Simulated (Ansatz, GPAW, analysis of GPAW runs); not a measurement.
## Neutral SiVN centre in diamond: hyperfine coupling against experiment (GPAW)

Aim: the hyperfine coupling of the neutral SiVN centre in diamond, to be set beside the measurement. Set-up: RPBE, plane waves 500 eV, 64-site cell, RPBE lattice, k: the zone centre alone then 2x2x2 shifted, start relaxed with Ansatz. The model is a cell of 64 host atoms with 1 site emptied, Si put on another atom's site and N put on another atom's site. The isotropic coupling follows from the spin density at the nucleus, the nuclear g-factor and the total spin.

What was measured. Isotropic 14N coupling, printed as -3.586 MHz: -3.556 MHz, by X-band EPR (“Doubly-charged silicon vacancy center, photochromism, and Si-N complexes in co-doped diamond”, 2020, arxiv:2002.01712). The calculation is set beside it at the end.

Method: GPAW plane-wave PAW DFT, RPBE; relaxation of all atoms of a defect supercell, in GPAW 26.7.0.

### 1. The structure

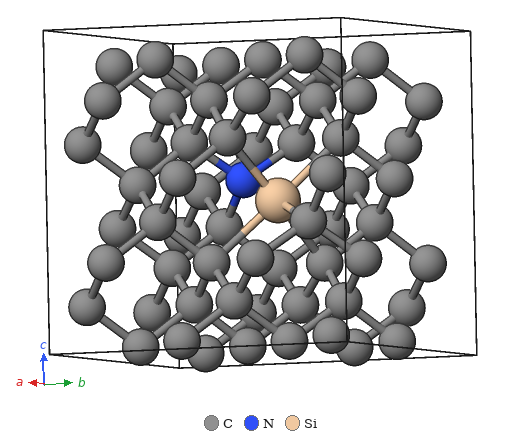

The cell as given, slightly off an axis (carbon grey, nitrogen blue, silicon light orange). Bonds to atoms that aren't drawn are left out.

The cell holds 63 atoms: 61 C, 1 N and 1 Si. Its edges and angles: a = 7.177 Å, b = 7.177 Å, c = 7.177 Å, α = 90.0°, β = 90.0°, γ = 90.0°. It derives from C (space group Fd-3m). Nearest the centre at fractional (0.218, 0.218, 0.343): N4 at 1.05 Å, Si7 at 1.08 Å, C10 at 1.98 Å, C9 at 1.99 Å, C6 at 2.10 Å, C5 at 2.11 Å, C1 at 2.29 Å, C41 at 2.31 Å.

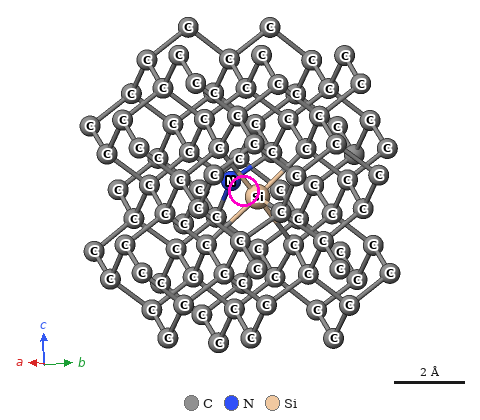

The atoms within 5 Å of the centre. A ring marks the centre wherever it is empty.

The host's primitive cell comes from a first run (GPAW plane-wave PAW DFT, RPBE; relaxation of cell and atoms of a defect-free cell): vectors of 2.538, 2.538 and 2.538 Å. That is 5.78 Å³ an atom, 1.9 % over the diffraction cell's volume. The supercell is built on it.

This program's steps are dear, so the start below was first relaxed with Ansatz (plane-wave PAW DFT, PBE; 18 s).

### 2. Relaxation, charge 0

Every later number rests on the structure around the defect, so the atoms are relaxed at the host's lattice first.

Input file run.py:

```python
import numpy as np
from ase.io import read, write
from ase.parallel import parprint, world
from gpaw import GPAW, PW
from ase.optimize import BFGS

atoms = read('POSCAR')
magmoms = np.zeros(len(atoms))
magmoms[[3, 6, 8, 9]] = 1 / 4
atoms.set_initial_magnetic_moments(magmoms)
calc = GPAW(mode=PW(500),
            xc='RPBE',
            kpts={'size': (1, 1, 1), 'gamma': True},
            occupations={'name': 'fermi-dirac', 'width': 0.01, 'fixmagmom': True},
            nbands=135,
            convergence={'density': 1e-05, 'forces': 0.001},
            maxiter=150,
            symmetry='off',
            txt='gpaw.txt')
atoms.calc = calc
opt = BFGS(atoms, trajectory='relax.traj', logfile='-')
done = opt.run(fmax=0.02, steps=80)
parprint('Converged:', done)
energy = atoms.get_potential_energy()
forces = atoms.get_forces()
parprint(f'Energy: {energy:.6f} eV, largest force {np.linalg.norm(forces, axis=1).max():.4f} eV/A')
calc.write('gs.gpw')
write('final.xyz', atoms)
parprint('Moments:', atoms.get_magnetic_moments().round(3))
for s in range(calc.get_number_of_spins()):
    parprint('Levels (eV), spin', s, calc.get_eigenvalues(kpt=0, spin=s)[-16:].round(3))
```

Input file POSCAR:

```
C  N  C  Si C 
 1.0000000000000000
     7.1774074939203381    0.0000000000000009    0.0000000000000000
    -0.0000000000000004    7.1774074939203389    0.0000000000000000
    -0.0000000000000004   -0.0000000000000018    7.1774074939203345
 C   N   C   Si  C  
   3   1   2   1  56
Direct
  0.0014227726152428  0.0024358460771743  0.2554400021419539
  0.0045854643747892  0.2537753651266457  0.0053183427847597
  0.2527686456633070  0.0055947593227991  0.0053138121399756
  0.1202896691768209  0.1212923097913154  0.3909630663113068
  0.1244585345205078  0.3901339557792177  0.1244554231383223
  0.3891299905430760  0.1254792850195133  0.1244530028441659
  0.3223639700038948  0.3233733919723107  0.3116365383224535
 -0.0001675496361327  0.0008444559817669  0.7535229111791258
 -0.0046763639814203  0.2470097120018112  0.5053311334134366
  0.2459858442066383 -0.0036570957078423  0.5053365099287863
  0.2494049513043672  0.2504172501481037  0.7514170956619686
  0.1265690262740976  0.1275801679189135  0.8786510980094382
  0.1199128320024225  0.3753009221299992  0.6273441573209142
  0.3742885005318560  0.1209199585272084  0.6273591320602363
  0.3743554501686229  0.3753630788362209  0.8735474451077357
 -0.0033618911131926  0.5051922796348826  0.2493564688493963
 -0.0001354439579644  0.7532537916906957  0.0012414507014011
  0.2486703920489140  0.5056707437245781 -0.0030593878066013
  0.2497755176617202  0.7510466612205181  0.2498594993590297
  0.1191258812129034  0.6281540040317681  0.3755643094170953
  0.1272542200542591  0.8793799053630894  0.1281865964060777
  0.3766065699269588  0.6302046717339874  0.1181328074339884
  0.3732151088319448  0.8750328777710907  0.3737219810623214
 -0.0036430838832660  0.5004836664113422  0.7512161158604614
 -0.0036723545701648  0.7509592165075671  0.5013378545395766
  0.2339568574462178  0.5001760921371610  0.5012061876614237
  0.2482412061451659  0.7501787753510947  0.7499418356438405
  0.1234447389382377  0.6280677408623520  0.8729966540664934
  0.1225018812154942  0.8735591436663802  0.6274630487698482
  0.3708438334859444  0.6207459374898161  0.6201975907261530
  0.3754119892683187  0.8760318737070121  0.8745448287939804
  0.5041831642405010 -0.0023447525525002  0.2493558158928934
  0.5046670366665488  0.2496862829286480 -0.0030632426529797
  0.7522451009325175  0.0008754575924424  0.0012399329146815
  0.7500382651129868  0.2507912984754177  0.2498550713056006
  0.6271496738059091  0.1201289262020362  0.3755701466838574
  0.6291955832231229  0.3776217827071802  0.1181321299872362
  0.8783650641571761  0.1282723440392997  0.1281876128022592
  0.8740217662971856  0.3742291053590487  0.3737163121440496
  0.4994757474080549 -0.0026326586754304  0.7512185391362465
  0.4991498243756729  0.2349648297251641  0.5011995768938587
  0.7499460961642695 -0.0026579910043406  0.5013392807125480
  0.7491712687945435  0.2492529632943496  0.7499367350568839
  0.6270649717226200  0.1244572445428209  0.8729920039200216
  0.6197385031541072  0.3718524280163803  0.6201920026712567
  0.8725573199008128  0.1235113473952269  0.6274518507810044
  0.8750187827157122  0.3764207010902809  0.8745348721609090
  0.5007119451762848  0.5017339451745798  0.2340336897573029
  0.5001327161005017  0.7526359426621002 -0.0032206155584790
  0.7516224846493796  0.5011424916082466 -0.0032235139745378
  0.7489019243896851  0.7499137913675838  0.2494276536209903
  0.6207568629049891  0.6217747522292507  0.3705208579760857
  0.6269210279336502  0.8741759753504391  0.1235258612149068
  0.8731578152361053  0.6279248149833432  0.1235243453717605
  0.8739144560869919  0.8749244667400111  0.3761167160188482
  0.4972392027714086  0.4982489254231395  0.7465807932231806
  0.4966018339571038  0.7470123430939444  0.4977001191765648
  0.7459983337308367  0.4976116432082381  0.4977029040052627
  0.7483919004196383  0.7494002271781950  0.7492810762586088
  0.6238012825286132  0.6248182025373962  0.8715518373063639
  0.6230009197128136  0.8724269262756332  0.6238919074758188
  0.8714154491076452  0.6240131373853736  0.6238894158583170
  0.8749666961430311  0.8759743034180054  0.8756385620096098
```

Command:

```console
OMP_NUM_THREADS=1 mpirun -n 4 gpaw python run.py > stdout
```

Log:

```text
__  _  _
 | _ |_)|_||  |
 |__||  | ||/\| - 26.7.0

Input parameters:
  mode=PW(ecut=500.0),
  convergence={'density': 1e-05, 'forces': 0.001},
  kpts=MonkhorstPack(size=(1, 1, 1), gamma=True),
  maxiter=150,
  nbands=135,
  occupations=Occupations(name='fermi-dirac', width=0.01, fixmagmom=True),
  symmetry=Symmetry(point_group=False, time_reversal=False),
  xc=XC(name='RPBE')

Diagonalizing LCAO Hamiltonian
Converting LCAO to pw mode

                 C        C
            C  C     C C
         C   C C  C   C C
          C C   C C  C   C
       C  CC     C C      C
            CCC C   C CC
        C    C C C     CC
         CNC  Si  C C C
          C     C  C C   C
       C   C  C C   C C
        C     C  C     C
            C       C

Atoms  # Å, Bohr magnetons
|    | symbol |         x |         y |         z |    initial magnetic moments |
|----|--------|-----------|-----------|-----------|-----------------------------|
|  0 |      C |  0.010212 |  0.017483 |  1.833397 | ( 0.0000,  0.0000,  0.0000) |
|  1 |      C |  0.032912 |  1.821449 |  0.038172 | ( 0.0000,  0.0000,  0.0000) |
|  2 |      C |  1.814224 |  0.040156 |  0.038139 | ( 0.0000,  0.0000,  0.0000) |
|  3 |      N |  0.863368 |  0.870564 |  2.806101 | ( 0.0000,  0.0000,  0.2500) |
|  4 |      C |  0.893290 |  2.800150 |  0.893267 | ( 0.0000,  0.0000,  0.0000) |
|  5 |      C |  2.792945 |  0.900616 |  0.893250 | ( 0.0000,  0.0000,  0.0000) |
|  6 |     Si |  2.313738 |  2.320983 |  2.236742 | ( 0.0000,  0.0000,  0.2500) |
|  7 |      C | -0.001203 |  0.006061 |  5.408341 | ( 0.0000,  0.0000,  0.0000) |
|  8 |      C | -0.033564 |  1.772889 |  3.626967 | ( 0.0000,  0.0000,  0.2500) |
|  9 |      C |  1.765541 | -0.026248 |  3.627006 | ( 0.0000,  0.0000,  0.2500) |
| 10 |      C |  1.790081 |  1.797347 |  5.393227 | ( 0.0000,  0.0000,  0.0000) |
| 11 |      C |  0.908437 |  0.915695 |  6.306437 | ( 0.0000,  0.0000,  0.0000) |
[...]
Unit cell  # Å
| periodic |         x |         y |        z |  lengths |    angles |
|----------|-----------|-----------|----------|----------|-----------|
|      yes |  7.177407 |  0.000000 | 0.000000 | 7.177407 | 90.000000 |
|      yes | -0.000000 |  7.177407 | 0.000000 | 7.177407 | 90.000000 |
|      yes | -0.000000 | -0.000000 | 7.177407 | 7.177407 | 90.000000 |

Number of symmetries: 1
Symmetry operations  # r_c * U_cc + t_c -> r_c
|   | kind |            matrix            |
|---|------|------------------------------|
| 0 |  E   |  1, 0, 0,  0, 1, 0,  0, 0, 1 |

BZ-sampling:
  Number of BZ points: 1
  Number of IBZ points: 1

  Monkhorst-Pack size: [1, 1, 1]
  Monkhorst-Pack shift: [0, 0, 0]

K-points  # in reciprocal-cell coordinates
|   |                                coordinates |     weight |
|---|--------------------------------------------|------------|
| 0 | (  0.00000000,   0.00000000,   0.00000000) | 1.00000000 |

Plane wave coefficients: 4718
Cutoff: 500.0 eV

Spin-components: 2 (collinear spins)
Bands:           135
Projectors:      315
Spin-degeneracy: 1
Datatype:        float64

Density:
  Valence electrons: 253.0
  Components: 2
  Grid points: [40 40 40]
  Charge: 0.0  # |e|

Potential:
  Grid points: [40 40 40]

species:
  C:
    name:    Carbon
    Z:       6.0
    valence: 4
    core:    2
    charge:  0.0  # [|e|]
    compensation charges:
      type: gauss
      rc: 0.20  # [Å]
      lmax: 2
    cutoffs:
      filter: 1.14  # [Å]
      core: 1.14  # [Å]
    projectors
    | kind |    occ | energy [eV] | rcut [Å] |
    |------|--------|-------------|----------|
    |   2s |  2.000 |     -13.815 |    0.635 |
    |   2p |  2.000 |      -5.254 |    0.635 |
    |    s |        |      13.396 |    0.635 |
    |    p |        |      21.957 |    0.635 |
    |    d |        |       0.000 |    0.635 |

    Using partial waves for C as LCAO basis

  N:
    name:    Nitrogen
    Z:       7.0
    valence: 5
    core:    2
    charge:  0.0  # [|e|]
    compensation charges:
      type: gauss
      rc: 0.18  # [Å]
      lmax: 2
    cutoffs:
      filter: 1.11  # [Å]
      core: 0.96  # [Å]
    projectors
    | kind |    occ | energy [eV] | rcut [Å] |
    |------|--------|-------------|----------|
    |   2s |  2.000 |     -18.658 |    0.603 |
    |   2p |  3.000 |      -7.050 |    0.529 |
    |    s |        |       8.553 |    0.603 |
    |    p |        |      20.161 |    0.529 |
    |    d |        |       0.000 |    0.577 |

    Using partial waves for N as LCAO basis

  Si:
    name:    Silicon
    Z:       14.0
    valence: 4
    core:    10
    charge:  0.0  # [|e|]
    compensation charges:
      type: gauss
      rc: 0.33  # [Å]
      lmax: 2
    cutoffs:
      filter: 1.86  # [Å]
      core: 2.06  # [Å]
    projectors
    | kind |    occ | energy [eV] | rcut [Å] |
    |------|--------|-------------|----------|
    |   3s |  2.000 |     -10.793 |    1.058 |
    |   3p |  2.000 |      -4.075 |    1.058 |
    |    s |        |      16.418 |    1.058 |
    |    p |        |      23.136 |    1.058 |
    |    d |        |       0.000 |    1.058 |

    Using partial waves for Si as LCAO basis

Reference energy: -72163.802133  # eV

eigensolver:
  PPCG
  Converge bands: occupied
  niter=2

density mixing:
[...]
SCF iterations
|iter     | |      energy | eigst |  dens |force |  magmom |
|---------|-|-------------|-------|-------|------|---------|
|iter:   1| | -527.217745c| -5.60 |       |      |  +1.0000|
|iter:   2| | -527.217737c| -7.26 | -4.09 |      |  +1.0000|
|iter:   3| | -527.217715c| -6.44 | -4.14 |      |  +1.0000|
|iter:   4| | -527.217713c| -7.52c| -4.49 |      |  +1.0000|
|iter:   5| | -527.217713c| -7.69c| -4.81 |      |  +1.0000|
|iter:   6| | -527.217713c| -8.11c| -5.14c|-1.62 |  +1.0000|
|iter:   7| | -527.217713c| -8.77c| -5.59c|-3.22c|  +1.0000|

Converged in 7 steps
SCF loop duration: 10.439 s (1.491 s/step)
Energy contributions relative to reference atoms: (reference = -72163.802133)

Energy contributions:
  Kinetic:         498.981848
  Coulomb:        -462.717462
  Zero:              0.615430
  External:          0.000000
  Xc:             -564.097528
  Entropy:          -0.000000
  Spinorbit:         0.000000
  ----------------------------
  Free energy:    -527.217713
  Extrapolated:   -527.217713

dipole moment: (54.757732, -0.306445, -0.145191)  # |e|*Ang

Total magnetic moment: (0.000000, 0.000000, 1.000000)

Local magnetic moments
|        x |        y |        z |
|----------|----------|----------|
[...]
Fermi levels: 14.158, 12.726
Eigenvalues  # (at kpt = [0.000, 0.000, 0.000])
| band index |      eig [eV] | occ [0-1] |      eig [eV] | occ [0-1] |
|------------|---------------|-----------|---------------|-----------|
[...]
|        ... |               |           |               |           |
[...]
Gap: 2.633 eV
Transition (v -> c):
  (s=1, k=0, n=126, [0.00, 0.00, 0.00]) -> (s=0, k=0, n=127, [0.00, 0.00, 0.00])
No difference between direct/indirect transitions

Forces  # eV/Ang
|        x |        y |        z |
|----------|----------|----------|
[...]
C        C
            C  C     C C
         C   C C  C   C C
          C C   C C  C   C
       C  CC     C C      C
            CCC C   C CC
        C    C C C     CC
         CNC  Si  C C C
          C     C  C C   C
       C   C  C C   C C
        C     C  C     C
            C       C

Atoms  # Å, Bohr magnetons
|    | symbol |         x |         y |         z |    initial magnetic moments |
|----|--------|-----------|-----------|-----------|-----------------------------|
[...]
|  3 |      N |  0.868839 |  0.876069 |  2.801589 | ( 0.0000,  0.0000,  0.0007) |
[...]
|  6 |     Si |  2.310900 |  2.318153 |  2.236255 | ( 0.0000,  0.0000,  0.0205) |
[...]
| 58 |      C |  5.371721 |  5.378952 |  5.377995 | ( 0.0000,  0.0000,  0.0028) |
| 59 |      C |  4.477161 |  4.484392 |  6.255637 | ( 0.0000,  0.0000,  0.0026) |
| 60 |      C |  4.471559 |  6.261865 |  4.477874 | ( 0.0000,  0.0000,  0.0024) |
| 61 |      C |  6.254613 |  4.478787 |  4.477871 | ( 0.0000,  0.0000,  0.0024) |
| 62 |      C |  6.279872 |  6.287100 |  6.284736 | ( 0.0000,  0.0000,  0.0030) |

Unit cell  # Å
| periodic |         x |         y |        z |  lengths |    angles |
|----------|-----------|-----------|----------|----------|-----------|
|      yes |  7.177407 |  0.000000 | 0.000000 | 7.177407 | 90.000000 |
|      yes | -0.000000 |  7.177407 | 0.000000 | 7.177407 | 90.000000 |
|      yes | -0.000000 | -0.000000 | 7.177407 | 7.177407 | 90.000000 |

Initialization done in: 1.033 s

convergence criteria:
- Maximum integral of absolute [dens]ity change: 1e-05 electrons / valence electron
- Maximum change in the atomic [forces] across last 2 cycles: 0.001 eV/Ang OR
Maximum error relative to the maximum force is below inf
- Maximum [total energy] change in last 3 cyles: 0.0005 eV / valence electron
- Maximum integral of absolute [eigenst]ate change: 4e-08 eV^2 / valence electron
maximum number of iterations: 150

SCF iterations
|iter     | |      energy | eigst |  dens |force |  magmom |
|---------|-|-------------|-------|-------|------|---------|
|iter:   1| | -527.217795c| -5.72 |       |      |  +1.0000|
|iter:   2| | -527.217792c| -7.32 | -4.12 |      |  +1.0000|
|iter:   3| | -527.217779c| -6.61 | -4.17 |      |  +1.0000|
|iter:   4| | -527.217778c| -7.64c| -4.50 |      |  +1.0000|
|iter:   5| | -527.217778c| -7.78c| -4.81 |      |  +1.0000|
|iter:   6| | -527.217778c| -8.24c| -5.16c|-1.82 |  +1.0000|
|iter:   7| | -527.217778c| -8.89c| -5.57c|-3.82c|  +1.0000|

Converged in 7 steps
SCF loop duration: 10.492 s (1.499 s/step)
Energy contributions relative to reference atoms: (reference = -72163.802133)

Energy contributions:
  Kinetic:         498.946602
  Coulomb:        -462.688740
  Zero:              0.615380
  External:          0.000000
  Xc:             -564.091020
  Entropy:          -0.000000
  Spinorbit:         0.000000
  ----------------------------
  Free energy:    -527.217778
  Extrapolated:   -527.217778

dipole moment: (54.773172, -0.292534, -0.140449)  # |e|*Ang

Total magnetic moment: (0.000000, 0.000000, 1.000000)

Local magnetic moments
|        x |        y |        z |
|----------|----------|----------|
[...]
Fermi levels: 14.158, 12.726
Eigenvalues  # (at kpt = [0.000, 0.000, 0.000])
| band index |      eig [eV] | occ [0-1] |      eig [eV] | occ [0-1] |
|------------|---------------|-----------|---------------|-----------|
[...]
|        ... |               |           |               |           |
[...]
|        130 |        16.283 |     0.000 |        16.291 |     0.000 |
|        131 |        16.350 |     0.000 |        16.361 |     0.000 |
|        132 |        16.357 |     0.000 |        16.375 |     0.000 |
|        133 |        16.462 |     0.000 |        16.465 |     0.000 |
|        134 |        16.562 |     0.000 |        16.557 |     0.000 |

Gap: 2.632 eV
Transition (v -> c):
  (s=1, k=0, n=126, [0.00, 0.00, 0.00]) -> (s=0, k=0, n=127, [0.00, 0.00, 0.00])
No difference between direct/indirect transitions

Forces  # eV/Ang
|        x |        y |        z |
|----------|----------|----------|
[...]
|  0.00132 |  0.00116 |  0.00153 |  # C   58
|  0.00022 |  0.00013 |  0.00281 |  # C   59
|  0.00351 |  0.00111 |  0.00161 |  # C   60
|  0.00145 |  0.00335 |  0.00168 |  # C   61
| -0.00219 | -0.00235 | -0.00328 |  # C   62

# Writing to gs.gpw (mode='')
```

Elapsed: 88 s, on 4 MPI ranks of Arm Neoverse V2, shared host; peak memory 1.5 GiB.

Step by step:

```csv
step,energy less that of the first step (eV)
0,0.0000
1,-0.0012
2,-0.0017
3,-0.0018
4,-0.0019
```

The atoms nearest to the centre after the run:

```csv
atom,distance (Å)
N4,1.039
Si7,1.081
C10,1.984
C9,1.991
C6,2.100
C5,2.106
C1,2.289
C41,2.315
C26,2.321
```

Read from the output:

* total moment: 1.0000 μB

From the first step to the last the energy fell by 0.002 eV, and the largest move was 0.009 Å (N4).

(Continued in part 2 of 2.)

[Logs are printed without paths, hosts, clocks, repeated set-up lines and the standing remarks that a program may print on its own settings, such as how far it seeks lower states.]

[Hosts, paths, dates, database ids (printed as entryN), source tags and the programs' standing remarks are cut or masked in the printed files.]

[For some hosts the program warned that the k-mesh of the response run may be too coarse for force constants and the static dielectric constant; such warnings are not shown here.]
